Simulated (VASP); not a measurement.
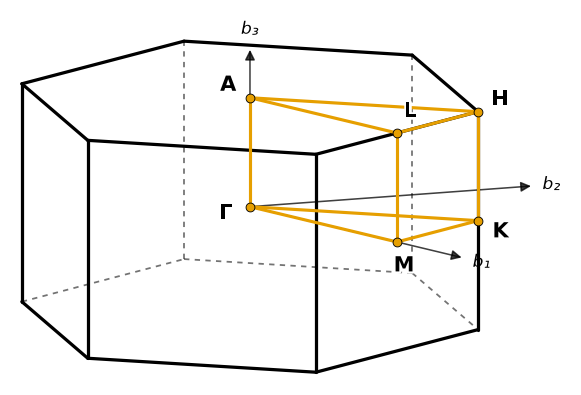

Crystal: Ta2N, a cell listed in the Materials Project, as set up for an electronic-structure calculation. The first Brillouin zone and its special points. All values are computed from the atomic coordinates in the standard setting (tolerance 0.002 Å).

Space group P-3m1, No. 164; a = 3.113 Å, b = 3.113 Å, c = 4.870 Å, α = 90.00°, β = 90.00°, γ = 120.00°.

Labels and path follow the convention of Hinuma et al. (2017), as computed by seekpath; the arrows show the directions of the reciprocal primitive vectors b₁, b₂, b₃, in which coordinates are given; lengths include the factor 2π.

**List the special points with their coordinates and distances from Γ.**

| point | k₁ | k₂ | k₃ | length of k (1/Å) |
| --- | --- | --- | --- | --- |
| Γ | 0 | 0 | 0 | 0.000 |
| A | 0 | 0 | 1/2 | 0.645 |
| K | 1/3 | 1/3 | 0 | 1.346 |
| H | 1/3 | 1/3 | 1/2 | 1.492 |
| M | 1/2 | 0 | 0 | 1.165 |
| L | 1/2 | 0 | 1/2 | 1.332 |

**What is the zone's volume?**

(2π)³ over the primitive cell's volume of 40.87 Å³: 6.07 Å⁻³.
